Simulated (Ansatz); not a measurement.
# Geometry relaxation of Zn24O25 (charge −2) (part 3 of 3)

Continued. System: Zn24O25 (defect cell, 49 atoms in the cell, total charge −2). Method: DFT PBE, scalar-relativistic, plane waves, PAW, no spin polarisation (Ansatz 0.2.0); cutoff 420 eV, 2×2×2 k-mesh, Gaussian smearing of 0.01 eV. The structure derives from a Materials Project entry. It belongs to a series of runs on one base structure; here: O interstitial, charge -2, atoms relaxed at the host's cell.

**Trajectory as extended XYZ (Å, eV, eV/Å), 4 of the 5 frames kept, from step=1 to step=5**
```
49
Lattice="-3.2794 5.6801 5.2932 -3.2794 -5.6801 5.2932 6.5588 -0.0000 5.2932" Properties=species:S:1:pos:R:3:forces:R:3 step=1 energy=-93831.69740
Zn   -0.0678   -1.9111    7.9061   -0.0072  -0.0749  -0.0251
Zn   -1.6211    1.0143    7.9061   -0.0612   0.0437  -0.0251
Zn    1.5772   -4.7624    7.9091   -0.0353  -0.0038   0.2330
Zn    3.1407   -2.0085    8.0251    0.2923   0.1112   0.0111
Zn   -3.3098   -1.7156    8.0251   -0.0499  -0.3088   0.0111
Zn    1.5570    0.9125    2.6085   -0.3609  -0.2221  -0.3613
Zn    1.6890    0.8968    7.9061    0.0684   0.0312  -0.0251
Zn   -4.9130    1.0153    7.9091    0.0143   0.0324   0.2330
Zn    0.1691    3.7242    8.0251   -0.2424   0.1976   0.0111
Zn   -1.5688    0.8922    2.6085    0.3728  -0.2015  -0.3613
Zn    3.3358    3.7471    7.9091    0.0209  -0.0286   0.2330
Zn    0.0118   -1.8047    2.6085   -0.0119   0.4236  -0.3613
Zn   -1.6577   -0.9922    5.2649   -0.0658  -0.0567  -0.1307
Zn   -3.2612    1.8436    5.2561    0.0528   0.2459  -0.0504
Zn    0.0340   -3.7461    5.2561   -0.2393  -0.0773  -0.0504
Zn    1.6881   -0.9395    5.2649    0.0820  -0.0286  -0.1307
Zn    1.6114   -0.9869   10.5813    0.1157  -0.0849   0.0253
Zn   -3.2985   -3.8851    5.3974    0.0194  -0.4976   0.2072
Zn   -0.0305    1.9317    5.2649   -0.0162   0.0853  -0.1307
Zn    0.0489    1.8889   10.5813    0.0157   0.1427   0.0253
Zn   -1.7153    4.7991    5.3974   -0.4406   0.2320   0.2072
Zn    3.2272    1.9025    5.2561    0.1866  -0.1686  -0.0504
Zn   -1.6603   -0.9021   10.5813   -0.1314  -0.0577   0.0253
Zn    5.0138   -0.9140    5.3974    0.4213   0.2656   0.2072
O    -0.0509   -1.8763    9.9163   -0.0191   0.0919  -0.0230
O    -1.5995    0.9823    9.9163    0.0891  -0.0294  -0.0230
O     1.5250   -4.6887    9.8580   -0.4000   0.2362  -0.4212
O     3.2387   -1.9993   10.0299   -0.0874   0.2579   0.0771
O    -3.3508   -1.8052   10.0299    0.2670  -0.0532   0.0771
O     1.5921    0.9556    4.6497   -0.0390   0.0121   0.1537
O     1.6504    0.8940    9.9163   -0.0700  -0.0624  -0.0230
O    -4.8231    1.0237    9.8580    0.4045   0.2283  -0.4212
O     0.1121    3.8045   10.0299   -0.1796  -0.2046   0.0771
O    -1.6237    0.9010    4.6497    0.0091  -0.0399   0.1537
O     3.2980    3.6651    9.8580   -0.0045  -0.4645  -0.4212
O     0.0315   -1.8567    4.6497    0.0300   0.0278   0.1537
O    -1.6566   -0.8827    7.2886    0.0985   0.1002   0.0073
O    -3.2597    1.9492    7.2591    0.0740  -0.1470  -0.0381
O    -0.0583   -3.7976    7.2591    0.0903   0.1376  -0.0381
O     1.5927   -0.9933    7.2886   -0.1360   0.0352   0.0073
O     1.6209   -0.8778   12.5651   -0.0501   0.0793  -0.1259
O    -3.2931   -3.5682    7.5039    0.0005   0.5553   0.4558
O     0.0638    1.8760    7.2886    0.0376  -0.1354   0.0073
O    -0.0502    1.8426   12.5651   -0.0437  -0.0830  -0.1259
O    -1.4436    4.6360    7.5039    0.4806  -0.2781   0.4558
O     3.3179    1.8483    7.2591   -0.1643   0.0094  -0.0381
O    -1.5706   -0.9648   12.5651    0.0937   0.0037  -0.1259
O     4.7367   -1.0678    7.5039   -0.4811  -0.2772   0.4558
O     0.0000    0.0000    0.9532    0.0000   0.0000   0.0155
49
Lattice="-3.2794 5.6801 5.2932 -3.2794 -5.6801 5.2932 6.5588 -0.0000 5.2932" Properties=species:S:1:pos:R:3:forces:R:3 step=2 energy=-93831.83478
Zn   -0.0773   -1.9147    7.9007   -0.0100  -0.0329  -0.0268
Zn   -1.6195    1.0243    7.9007   -0.0235   0.0251  -0.0268
Zn    1.5661   -4.7664    7.9025   -0.0189  -0.0140   0.1287
Zn    3.1270   -2.0205    8.0403    0.1615   0.0587  -0.0023
Zn   -3.3133   -1.6978    8.0403   -0.0299  -0.1692  -0.0023
Zn    1.5398    0.9036    2.5945   -0.2167  -0.1330  -0.2020
Zn    1.6968    0.8904    7.9007    0.0335   0.0077  -0.0268
Zn   -4.9109    1.0269    7.9025   -0.0027   0.0234   0.1287
Zn    0.1863    3.7183    8.0403   -0.1316   0.1105  -0.0023
Zn   -1.5525    0.8817    2.5945    0.2235  -0.1212  -0.2020
Zn    3.3448    3.7395    7.9025    0.0216  -0.0093   0.1287
Zn    0.0127   -1.7853    2.5945   -0.0068   0.2542  -0.2020
Zn   -1.6619   -0.9976    5.2580   -0.0362  -0.0306  -0.0962
Zn   -3.2576    1.8426    5.2467    0.0490   0.1207  -0.0298
Zn    0.0331   -3.7424    5.2467   -0.1290  -0.0179  -0.0298
Zn    1.6949   -0.9404    5.2580    0.0446  -0.0160  -0.0962
Zn    1.6090   -0.9915   10.5812    0.0755  -0.0551   0.0190
Zn   -3.2995   -3.9032    5.4151    0.0133  -0.1741   0.0402
Zn   -0.0330    1.9380    5.2580   -0.0084   0.0467  -0.0962
Zn    0.0542    1.8892   10.5812    0.0100   0.0929   0.0190
Zn   -1.7305    4.8091    5.4151   -0.1574   0.0755   0.0402
Zn    3.2245    1.8999    5.2467    0.0800  -0.1028  -0.0298
Zn   -1.6632   -0.8976   10.5812   -0.0855  -0.0378   0.0190
Zn    5.0300   -0.9059    5.4151    0.1441   0.0985   0.0402
O    -0.0566   -1.8735    9.9115   -0.0053   0.0459  -0.0131
O    -1.5942    0.9858    9.9115    0.0423  -0.0184  -0.0131
O     1.5132   -4.6839    9.8420   -0.1455   0.0864  -0.1842
O     3.2313   -2.0081   10.0460   -0.0552   0.1527   0.0398
O    -3.3547   -1.7943   10.0460    0.1599  -0.0285   0.0398
O     1.5860    0.9553    4.6440   -0.0017   0.0129   0.1287
O     1.6508    0.8878    9.9115   -0.0371  -0.0275  -0.0131
O    -4.8130    1.0314    9.8420    0.1476   0.0828  -0.1842
O     0.1234    3.8024   10.0460   -0.1047  -0.1242   0.0398
O    -1.6203    0.8959    4.6440   -0.0103  -0.0079   0.1287
O     3.2998    3.6525    9.8420   -0.0020  -0.1692  -0.1842
O     0.0343   -1.8512    4.6440    0.0120  -0.0050   0.1287
O    -1.6581   -0.8726    7.2850    0.0511   0.0501   0.0222
O    -3.2549    1.9581    7.2496    0.0347  -0.0989  -0.0251
O    -0.0683   -3.7979    7.2496    0.0683   0.0795  -0.0251
O     1.5847   -0.9997    7.2850   -0.0689   0.0192   0.0222
O     1.6195   -0.8670   12.5611   -0.0303   0.0383  -0.0690
O    -3.2944   -3.5425    7.5317   -0.0041   0.2389   0.2347
O     0.0734    1.8722    7.2850    0.0178  -0.0693   0.0222
O    -0.0589    1.8360   12.5611   -0.0180  -0.0454  -0.0690
O    -1.4207    4.6243    7.5317    0.2090  -0.1159   0.2347
O     3.3232    1.8398    7.2496   -0.1030   0.0194  -0.0251
O    -1.5606   -0.9690   12.5611    0.0484   0.0071  -0.0690
O     4.7151   -1.0818    7.5317   -0.2048  -0.1230   0.2347
O     0.0000    0.0000    0.9807    0.0000   0.0000   0.1047
49
Lattice="-3.2794 5.6801 5.2932 -3.2794 -5.6801 5.2932 6.5588 -0.0000 5.2932" Properties=species:S:1:pos:R:3:forces:R:3 step=4 energy=-93831.88346
Zn   -0.0886   -1.9177    7.8873    0.0005   0.0024  -0.0001
Zn   -1.6165    1.0355    7.8873    0.0018  -0.0016  -0.0001
Zn    1.5540   -4.7770    7.9031    0.0021   0.0001  -0.0065
Zn    3.1120   -2.0315    8.0474    0.0037   0.0059   0.0038
Zn   -3.3153   -1.6793    8.0474    0.0032  -0.0062   0.0038
Zn    1.5147    0.8902    2.5732   -0.0001  -0.0007   0.0094
Zn    1.7050    0.8821    7.8873   -0.0023  -0.0008  -0.0001
Zn   -4.9140    1.0427    7.9031   -0.0009  -0.0019  -0.0065
Zn    0.2033    3.7108    8.0474   -0.0070   0.0003   0.0038
Zn   -1.5283    0.8667    2.5732    0.0007   0.0003   0.0094
Zn    3.3600    3.7343    7.9031   -0.0012   0.0018  -0.0065
Zn    0.0136   -1.7569    2.5732   -0.0006   0.0004   0.0094
Zn   -1.6700   -0.9970    5.2381   -0.0058  -0.0018   0.0063
Zn   -3.2538    1.8522    5.2376   -0.0010  -0.0047   0.0028
Zn    0.0228   -3.7440    5.2376    0.0046   0.0015   0.0028
Zn    1.6984   -0.9478    5.2381    0.0044  -0.0041   0.0063
Zn    1.6063   -0.9889   10.5813    0.0050  -0.0009   0.0027
Zn   -3.3000   -3.9125    5.4217   -0.0005   0.0062   0.0209
Zn   -0.0284    1.9447    5.2381    0.0014   0.0059   0.0063
Zn    0.0533    1.8856   10.5813   -0.0017   0.0048   0.0027
Zn   -1.7384    4.8141    5.4217    0.0056  -0.0027   0.0209
Zn    3.2309    1.8918    5.2376   -0.0036   0.0032   0.0028
Zn   -1.6596   -0.8967   10.5813   -0.0033  -0.0039   0.0027
Zn    5.0383   -0.9016    5.4217   -0.0052  -0.0035   0.0209
O    -0.0557   -1.8754    9.9038    0.0000  -0.0007  -0.0005
O    -1.5963    0.9859    9.9038   -0.0006   0.0003  -0.0005
O     1.5202   -4.6920    9.8374   -0.0016   0.0002  -0.0060
O     3.2190   -2.0086   10.0600   -0.0012   0.0114  -0.0111
O    -3.3491   -1.7834   10.0600    0.0105  -0.0046  -0.0111
O     1.5904    0.9530    4.6496    0.0003  -0.0010  -0.0045
O     1.6519    0.8895    9.9038    0.0006   0.0004  -0.0005
O    -4.8235    1.0295    9.8374    0.0009   0.0013  -0.0060
O     0.1300    3.7921   10.0600   -0.0092  -0.0067  -0.0111
O    -1.6205    0.9008    4.6496    0.0007   0.0008  -0.0045
O     3.3033    3.6625    9.8374    0.0006  -0.0015  -0.0060
O     0.0301   -1.8538    4.6496   -0.0010   0.0002  -0.0045
O    -1.6598   -0.8624    7.2797    0.0012   0.0015  -0.0036
O    -3.2566    1.9639    7.2432    0.0015   0.0034  -0.0053
O    -0.0725   -3.8022    7.2432   -0.0037  -0.0004  -0.0053
O     1.5767   -1.0062    7.2797   -0.0019   0.0002  -0.0036
O     1.6176   -0.8523   12.5584   -0.0020   0.0022  -0.0034
O    -3.2961   -3.5188    7.5688   -0.0004   0.0001  -0.0006
O     0.0831    1.8686    7.2797    0.0007  -0.0018  -0.0036
O    -0.0707    1.8271   12.5584   -0.0009  -0.0028  -0.0034
O    -1.3993    4.6139    7.5688    0.0003   0.0003  -0.0006
O     3.3291    1.8383    7.2432    0.0022  -0.0030  -0.0053
O    -1.5469   -0.9748   12.5584    0.0029   0.0007  -0.0034
O     4.6954   -1.0951    7.5688    0.0002  -0.0004  -0.0006
O     0.0000    0.0000    1.0383    0.0000   0.0000  -0.0127
49
Lattice="-3.2794 5.6801 5.2932 -3.2794 -5.6801 5.2932 6.5588 -0.0000 5.2932" Properties=species:S:1:pos:R:3:forces:R:3 step=5 energy=-93831.88346
Zn   -0.0886   -1.9177    7.8873    0.0005   0.0024  -0.0001
Zn   -1.6165    1.0355    7.8873    0.0019  -0.0016  -0.0001
Zn    1.5540   -4.7770    7.9031    0.0021   0.0002  -0.0065
Zn    3.1120   -2.0315    8.0474    0.0038   0.0059   0.0038
Zn   -3.3153   -1.6793    8.0474    0.0032  -0.0062   0.0038
Zn    1.5147    0.8902    2.5732    0.0000  -0.0007   0.0094
Zn    1.7050    0.8821    7.8873   -0.0023  -0.0008  -0.0001
Zn   -4.9140    1.0427    7.9031   -0.0009  -0.0019  -0.0065
Zn    0.2033    3.7108    8.0474   -0.0070   0.0003   0.0038
Zn   -1.5283    0.8667    2.5732    0.0006   0.0003   0.0094
Zn    3.3600    3.7343    7.9031   -0.0012   0.0018  -0.0065
Zn    0.0136   -1.7569    2.5732   -0.0006   0.0004   0.0094
Zn   -1.6700   -0.9970    5.2381   -0.0058  -0.0018   0.0064
Zn   -3.2538    1.8522    5.2376   -0.0010  -0.0046   0.0027
Zn    0.0228   -3.7440    5.2376    0.0045   0.0015   0.0027
Zn    1.6984   -0.9478    5.2381    0.0044  -0.0041   0.0064
Zn    1.6063   -0.9889   10.5813    0.0051  -0.0010   0.0027
Zn   -3.3000   -3.9125    5.4217   -0.0005   0.0062   0.0210
Zn   -0.0284    1.9447    5.2381    0.0013   0.0059   0.0064
Zn    0.0533    1.8856   10.5813   -0.0017   0.0049   0.0027
Zn   -1.7384    4.8141    5.4217    0.0056  -0.0027   0.0210
Zn    3.2309    1.8918    5.2376   -0.0035   0.0032   0.0027
Zn   -1.6596   -0.8967   10.5813   -0.0034  -0.0039   0.0027
Zn    5.0383   -0.9016    5.4217   -0.0051  -0.0035   0.0210
O    -0.0557   -1.8754    9.9038    0.0000  -0.0008  -0.0005
O    -1.5963    0.9859    9.9038   -0.0007   0.0003  -0.0005
O     1.5202   -4.6920    9.8374   -0.0018   0.0003  -0.0061
O     3.2190   -2.0086   10.0600   -0.0013   0.0113  -0.0111
O    -3.3491   -1.7834   10.0600    0.0104  -0.0046  -0.0111
O     1.5904    0.9530    4.6496    0.0004  -0.0010  -0.0046
O     1.6519    0.8895    9.9038    0.0006   0.0004  -0.0005
O    -4.8235    1.0295    9.8374    0.0011   0.0014  -0.0061
O     0.1300    3.7921   10.0600   -0.0091  -0.0067  -0.0111
O    -1.6205    0.9008    4.6496    0.0007   0.0008  -0.0046
O     3.3033    3.6625    9.8374    0.0006  -0.0016  -0.0061
O     0.0301   -1.8538    4.6496   -0.0011   0.0002  -0.0046
O    -1.6598   -0.8624    7.2797    0.0012   0.0015  -0.0036
O    -3.2566    1.9639    7.2432    0.0014   0.0034  -0.0053
O    -0.0725   -3.8022    7.2432   -0.0037  -0.0005  -0.0053
O     1.5767   -1.0062    7.2797   -0.0019   0.0003  -0.0036
O     1.6176   -0.8523   12.5584   -0.0021   0.0022  -0.0034
O    -3.2961   -3.5188    7.5688   -0.0004   0.0000  -0.0006
O     0.0831    1.8686    7.2797    0.0007  -0.0018  -0.0036
O    -0.0707    1.8271   12.5584   -0.0009  -0.0029  -0.0034
O    -1.3993    4.6139    7.5688    0.0002   0.0003  -0.0006
O     3.3291    1.8383    7.2432    0.0023  -0.0030  -0.0053
O    -1.5469   -0.9748   12.5584    0.0029   0.0007  -0.0034
O     4.6954   -1.0951    7.5688    0.0002  -0.0004  -0.0006
O     0.0000    0.0000    1.0383    0.0000   0.0000  -0.0130
```

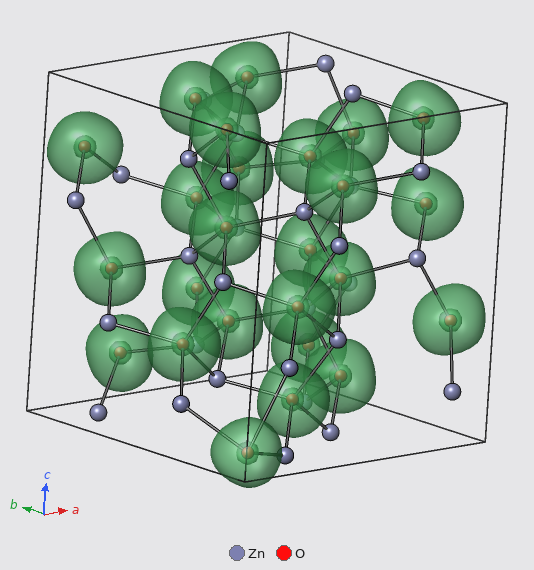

Figure 1. Isosurface of the electron localisation function at 0.6 (green), seen at an oblique angle. Core shells and regions of very low density are left out. Sticks mark near contacts. The outline is the calculation cell. Values along the shortest contacts: Zn–O (1.90 Å): the ELF is about 0.30 at the midpoint. Zn–O (1.98 Å): the ELF is about 0.25 at the midpoint. In a PAW calculation such maps are meaningful between the atoms, not at the nuclei.

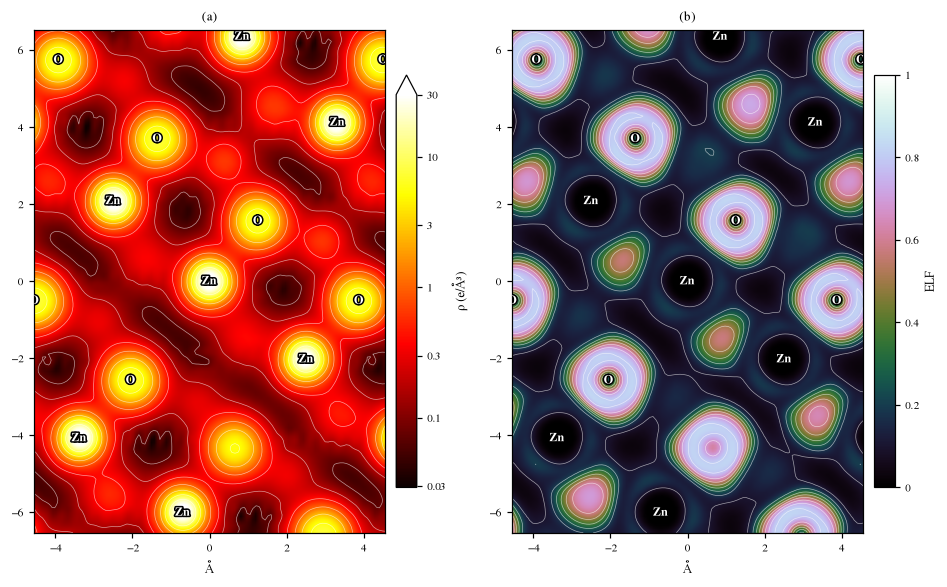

Figure 2. (a) valence electron density; (b) electron localisation function on the (11̄0) plane of the calculation cell. The plane passes through Zn and O nuclei. Zn–O (1.98 Å): the density is about 0.59 e/Å³ at the midpoint; the ELF is about 0.25 at the midpoint. Zn–O (2.05 Å): the density is about 0.51 e/Å³ at the midpoint; the ELF is about 0.20 at the midpoint. Away from the nuclei the density in this plane falls to 0.03 e/Å³ at its lowest.

**Summary**

```csv
quantity,value
outcome,converged
electrons treated,440
free energy,−93831.8835 eV
Fermi energy,8.107 eV
gap on the k-point mesh,1.45 eV
final volume,591.59 Å³
largest force (length of the vector) at the end,0.022 eV/Å
wall time,1.9 min (CPU time 7.7 min)
peak memory,1.8 GiB
```
